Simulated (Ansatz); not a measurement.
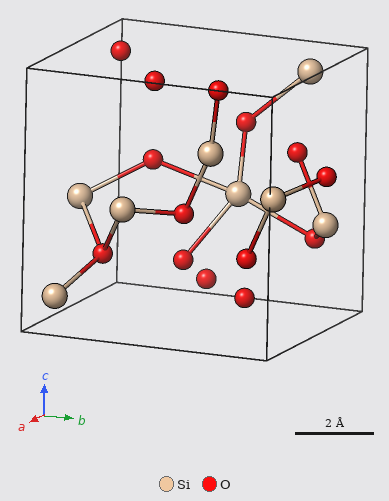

Starting frame of a dynamics run of an amorphous cell of composition SiO2 (21 atoms in the cell). A ball-and-stick model of the simulation cell, seen slightly off an axis.

These are results of DFT PBE, scalar-relativistic, plane waves, PAW in Ansatz, not measurements.

The input:
```yaml
crystal:
  lattice:
    - [6.680116, 0.009788, -0.194728]
    - [0.009788, 6.838988, -0.119718]
    - [-0.194728, -0.119718, 6.886716]
  atoms:
    - { symbol: Si, position: [0.7840301116, 0.6709387758, 0.7091926919] }
    - { symbol: Si, position: [0.1638501144, 0.8313633482, 0.9228711208] }
    - { symbol: Si, position: [0.8620260261, 0.3480479127, 0.4761936363] }
    - { symbol: Si, position: [0.9850507346, 0.1276313162, 0.1469997655] }
    - { symbol: Si, position: [0.2313698951, 0.5750049715, 0.4425438332] }
    - { symbol: Si, position: [0.9587181957, 0.9968617962, 0.6044558107] }
    - { symbol: Si, position: [0.4105728211, 0.000882499, 0.4049858293] }
    - { symbol: O, position: [0.0388148753, 0.3787594786, 0.0622010658] }
    - { symbol: O, position: [0.3781490642, 0.1414762675, 0.9652849767] }
    - { symbol: O, position: [0.397752311, 0.8756250696, 0.6643994056] }
    - { symbol: O, position: [0.378229793, 0.4135944982, 0.2021620724] }
    - { symbol: O, position: [0.5461041777, 0.7303227106, 0.1238589145] }
    - { symbol: O, position: [0.8723595791, 0.7312330489, 0.9723577277] }
    - { symbol: O, position: [0.6573029693, 0.1928188326, 0.253853208] }
    - { symbol: O, position: [0.1789205941, 0.8699489416, 0.2964936177] }
    - { symbol: O, position: [0.2894785887, 0.2480016887, 0.5481101643] }
    - { symbol: O, position: [0.6813111852, 0.3981298168, 0.9359189358] }
    - { symbol: O, position: [0.8248631638, 0.8419599527, 0.3366231325] }
    - { symbol: O, position: [0.1661595482, 0.5753168992, 0.7031605252] }
    - { symbol: O, position: [0.6672429853, 0.5228379169, 0.4425134248] }
    - { symbol: O, position: [0.6780083136, 0.1036142535, 0.6494503783] }
  symmetry: { detect: false }
basis:
  ecutwfc: 320
  xc_grid: 1
kpoints:
  mp_grid: { grid: [1, 1, 1], shift: [0.0, 0.0, 0.0] }
hamiltonian:
  xc: pbe
scf:
  occupations: { method: fermi_dirac, width: 0.3102 }
  lower_state_search: "off"
  convergence: { dr2_threshold: 1.0e-05 }
output:
  forces: true
  stress: true
md:
  timestep: 2.0
  n_steps: 24
  ensemble: nvt_langevin
  friction: 0.03
  temperature: 3600.0
  initial_velocities: maxwell_boltzmann
  seed: 1380
```

Launched with:
```bash
ansatz run input.yaml --threads 2 --pin off --max-ram 5120MiB --backend cpu --events-out ev --progress --plain --runs-dir out
```

> Predict how the run goes.

Over the second half the temperature averages 5857 K (spread ±644 K). That is above the set 3600 K, because the structure releases potential energy faster than the thermostat removes it. The potential energy is still drifting at the end, so the run hasn't reached equilibrium. The potential energy in the second half lies on average 636 meV per atom below the first frame. The mean pressure there is 8.5 GPa. Root-mean-square distances from the starting positions over the second half, with the common drift of all atoms taken out: O 0.75 Å, Si 0.52 Å. The heavy atoms stay within a fraction of a molecule's size of their starting places; so short a run doesn't tell a liquid from a solid. Bond changes: 3 O–Si bonds form between 26 fs and 32 fs; one O–O bond forms at about 26 fs; one O–O bond breaks at about 48 fs.

Along the run:

```
time (fs)  potential energy (meV/atom)  T (K)  p (GPa)
      0.0                          0.0   3429    -17.6
      4.0                        -12.4   3299    -17.6
      8.0                        -77.6   4137    -15.6
     12.0                       -169.3   5442    -11.1
     16.0                       -218.8   5814     -4.6
     20.0                       -353.7   5776     -0.6
     24.0                       -481.7   6607      4.8
     28.0                       -437.6   5339     11.2
     32.0                       -403.2   4549     13.8
     36.0                       -590.5   5721      9.8
     40.0                       -759.6   6277      6.2
     44.0                       -863.6   5824      5.1
     48.0                       -960.3   6842      6.7
```

The paths of the atoms:

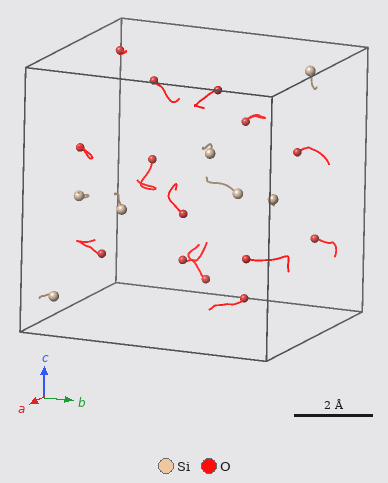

Limits of the set-up: the cutoff lies below the recommended one; the periodic images lie only 6.7 Å apart, so the values are limited by the cell's size.
